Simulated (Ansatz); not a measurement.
Single-point calculation, with input and output: CuO₂ (part 1 of 2)

System: CuO₂ (6 atoms in the cell).
Method: DFT PBEsol+U, scalar-relativistic, plane waves, PAW, Ueff = 4 eV on Cu d, spin-polarised (Ansatz 0.2.0).

The structure was built on a prototype by a generator; it need not be a known phase. It belongs to a series of runs on one base structure; here: antiferromagnetic, doubled cell, propagation vector (0, 0, 1/2). Figures and captions count atoms from 1; the log counts them from 0 in places.

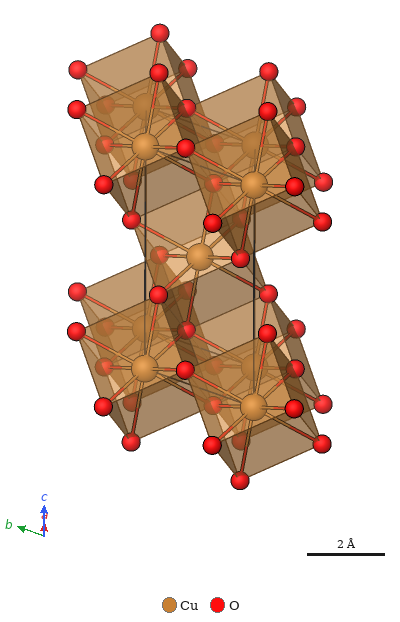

*The input geometry (polyhedral view of the reduced cell, seen at an oblique angle; polyhedra are completed across the faces of the cell). An atom can appear more than once, as a periodic image.*

### Results in brief

- outcome: converged
- space group (tolerance 0.01 Å): Fm-3m (225)
- electrons treated: 62
- free energy: −15407.1260 eV
- Fermi energy: 10.077 eV
- gap on the k-point mesh: none (metallic)
- net moment of the cell: 0.00 μB
- integrated absolute moment: 3.09 μB
- pressure: 3.32 GPa
- largest force (length of the vector): 0.099 eV/Å
- hardware: 1 thread of Intel Xeon (Sapphire Rapids), 32 GiB of memory available, shared host
- wall time: 67 s
- peak memory: 1.1 GiB

### Remarks

The electronic state found may not be the lowest one. Notes on the run: the search outside the symmetry group is no proof of a minimum.

### The input
```yaml
crystal:
  lattice:
    - [0.0, 2.3844798727, 2.3844798727]
    - [2.3844798727, 0.0, 2.3844798727]
    - [4.7689597454, 4.7689597454, 0.0]
  atoms:
    - { symbol: Cu, position: [0.0, 1.0, 1.0], spin: 1.0 }
    - { symbol: O, position: [0.25, 0.25, 0.125] }
    - { symbol: O, position: [0.75, 0.75, 0.375] }
    - { symbol: Cu, position: [0.0, 1.0, 0.5], spin: -1.0 }
    - { symbol: O, position: [0.25, 0.25, 0.625] }
    - { symbol: O, position: [0.75, 0.75, 0.875] }
basis:
  ecutwfc: 420
kpoints:
  mp_grid: { grid: [16, 16, 8] }
hamiltonian:
  xc: pbesol
  hubbard: { sites: [{ species: Cu, l: d, u_eff: 4.0 }] }
scf:
  occupations: { method: gaussian, width: 0.05 }
output:
  forces: true
  stress: true
  eigenvalues: true
  populations: true
  write_density: true
  write_potential: true
  elf: true
  volumetric_format: npy
magnetization:
  spin_polarized: true
```

Launched with:
```bash
ansatz run input.yaml --threads 1 --pin off --max-ram 2560MiB --backend cpu --events-out ev --progress --plain --runs-dir out
```

### Output
```
Cu: projections on atomic orbitals take those of the free atom [Ne] 3s2 3p6 3d10 4s1, of charge +0.00 (hamiltonian.pseudopotentials.projection_atoms); the dataset's partial waves leave at most 2.0e-6 of an orbital's norm unspanned inside its sphere
O: projections on atomic orbitals take those of the free atom [He] 2s2 2p4, of charge +0.00 (hamiltonian.pseudopotentials.projection_atoms); the dataset's partial waves leave at most 1.9e-8 of an orbital's norm unspanned inside its sphere
Engine: ansatz 0.2.0, x86_64-unknown-linux-gnu
Pseudopotentials: kind: paw
Pseudopotential: Cu, paw, valence charge 19, recommended cutoff 420 eV (normal), Cu.paw.azcp
Pseudopotential: O, paw, valence charge 6, recommended cutoff 420 eV (normal), O.paw.azcp
Functional definition: PBEsol
  exchange = pbesol_x
  correlation = pbesol_c
Crystal: 6 atoms, lattice volume = 54.230 Å³
Basis set: ecut = 420 eV, 1075 PW (Γ), exchange–correlation on 48×48×96 points (8 copies of the dense FFT grid, shifted against one another)
Bands: 39, of which v1, the nominal top of the filled ones, is band 31 counted from 1 (30 counted from 0)
Symmetry: 12 space group operations
Space group: R-3m (ITA 166), of the structure as read, at distance tolerance 3.8e-5 Å
Magnetic group: BNS 166.102 (UNI 1332), of the structure as read, at distance tolerance 3.8e-5 Å
k-points: 213 of 2048
Non-local potential: Cu, projectors of the file, l = 0: 3, l = 1: 2, l = 2: 3, l = 3: 1
Non-local potential: O, projectors of the file, l = 0: 2, l = 1: 2, l = 2: 1
PAW form: soft (Blöchl's): semilocal exchange-correlation on the pseudo side does not see the compensation charge
PAW frozen core: Cu, regenerated for the run's functional, and the local potential with it (the file was generated under x = pbe(κ = 0.804, μ = 0.2195149727645171), c = pbe(β = 0.06672455060314922))
PAW frozen core: O, regenerated for the run's functional, and the local potential with it (the file was generated under x = pbe(κ = 0.804, μ = 0.2195149727645171), c = pbe(β = 0.06672455060314922))
PAW one-centre angular grid: Cu, 590 points (default); XC on 64 Gauss nodes
PAW one-centre angular grid: O, 110 points (default); XC on 64 Gauss nodes
Initial density: superposition of atomic densities (chi_scale 0.1, normalization cell, long waves kept (reshape's long-wave potential 0.00 eV rms))
Starting moments: Σ|m| = 2 μB on 2 of 6 sites
Starting magnetic order: antiferromagnet; a translation exchanges its spin sublattices: spin-degenerate at every k-point
Initial wavefunctions: pseudopotential atomic-orbital guess
Functional: x = pbesol(κ = 0.804, μ = 0.12345679012345678), c = pbesol(β = 0.046)
```
